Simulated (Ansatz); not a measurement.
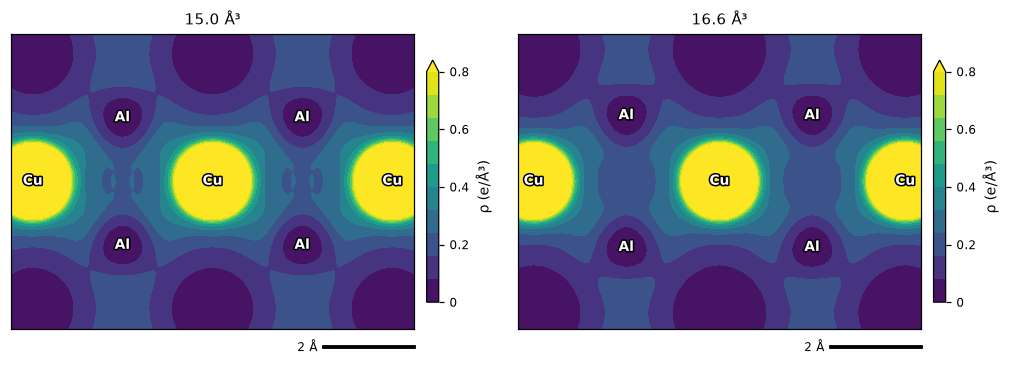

Al$_{2}$Cu. The valence pseudo-density of cells scaled evenly to different volumes (given per atom above each panel), on the (110) plane of each (indices in the axes of the cell below), at one length scale and on one colour scale.

A structure from a database of computed crystals, not necessarily the ambient phase.

The calculation used Ansatz, Kohn-Sham DFT of a periodic cell, r2SCAN, Ansatz PAW.

The density is the valence pseudo-density of a PAW calculation; it isn't the true density close to the nuclei.

The largest cell:

```
Cu Al
1.0
    -2.07016    2.07016    2.90701
     2.07016   -2.07016    2.90701
     2.07016    2.07016   -2.90701
Cu Al
1 2
Cartesian
  0.0000 0.0000 2.9070
  2.0702 0.0000 1.4535
  0.0000 2.0702 1.4535
```

| volume (Å³/atom) | Al–Cu contact in the plane (Å) | ρ at its midpoint (e/Å³) | pressure (GPa) | 
| --- | --- | --- | --- |
| 15.04 | 2.447 | 0.343 | 5.2 | 
| 15.67 | 2.481 | ? | ? | 
| 16.61 | 2.529 | 0.302 | −5.2 | 

Question: What values belong in the row with question marks?

Answer: Over the known rows ln ρ falls by 1.55 per Å of Al–Cu distance (the line through the two), which gives 0.325 e/Å³ at 2.481 Å; the calculation gives 0.325 e/Å³. For the pressure, a straight line in volume between the neighbouring rows gives 1.0 GPa; the calculation gives 0.3, lower because pressure rises ever faster on compression.
